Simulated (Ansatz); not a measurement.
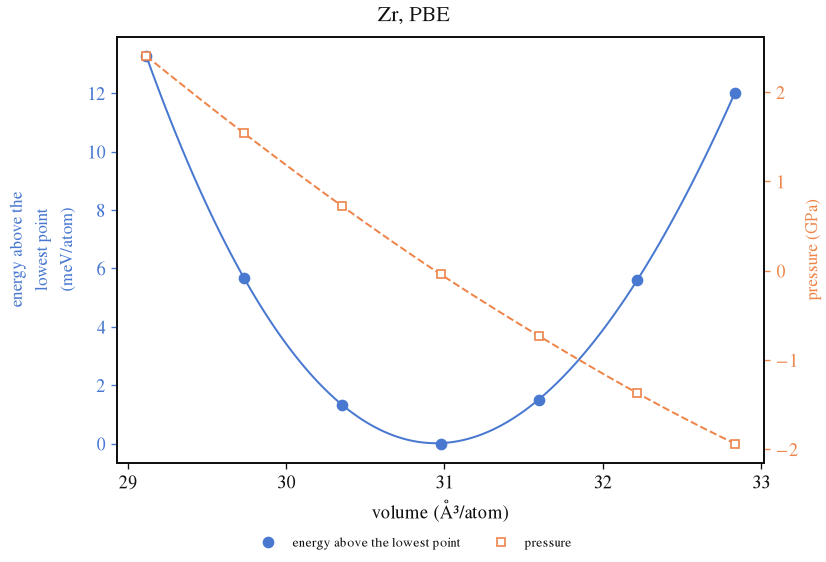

The plot gives the computed energy above the lowest point and pressure against volume for Zr, space group Fd-3m (No. 227) (one of a set of cubic test structures, which need not be the stable phase).

Computed with Ansatz 0.2.0 development build: equation of state of a cubic crystal from periodic Kohn-Sham density functional theory without spin, third-order Birch-Murnaghan fit to the free energies; pressure corrected for the finite basis. Level: PBE.

| setting | value |
| --- | --- |
| structure type | diamond |
| atoms in cell | 2 |
| space group number | 227 |
| lattice centring | face-centred primitive |
| k mesh | 30×30×30 |
| occupation method | Fermi–Dirac |
| occupation width | 0.06123 eV |
| wave cutoff | 420 eV |
| datasets | soft-1 PAW |
| density tolerance | 1e−07 eV |
| bands | 16 |
| density cutoff ratio | 4 |
| search for lower states | default |

**Give the fitted equation-of-state parameters.**

A third-order Birch–Murnaghan fit gives V0 = 30.95 Å³/atom, B0 = 36.2 GPa and B′ = 3.1.

**What does the pressure do across the range?**

It falls from 2.405 GPa at volume 29.12 Å³/atom to −1.937 GPa at 32.83 Å³/atom, and changes sign near 30.94 Å³/atom.

Note: cubic model structure, not the ambient form; no spin polarisation, a magnetic state may lie lower.
